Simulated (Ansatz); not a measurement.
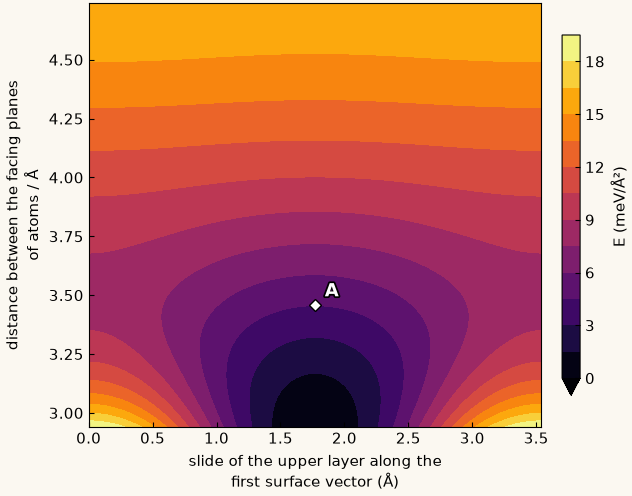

A bilayer of two PtS₂ sheets (1T type) (6 atoms in the cell). The upper layer of a bilayer is slid along a line and lifted, both layers rigid. Coordinates scanned: (1) slide of the upper layer along the first surface vector, from S4 above S3; (2) distance between the facing planes of atoms. Grid: 6 × 6 points; 24 points were computed and 12 follow by symmetry. Points are written as (first, second). Energies are in meV/Å², from the lowest grid point. Computed with DFT PBE+D3(BJ), scalar-relativistic, plane waves, PAW in Ansatz 0.2.0. Settings: cutoff 420 eV, k-mesh 9×9×1, gaussian smearing 0.05 eV, no spin polarisation.

Drawn: filled contours, the point A. Between grid points the surface is interpolated.

**Which way does the force act at A, and how strong is it?**

A, at (1.77 Å, 3.46 Å), is not a stationary point. The computed force is nearly zero along the first coordinate and 11 meV/Å² for each Å towards smaller values of the second coordinate.
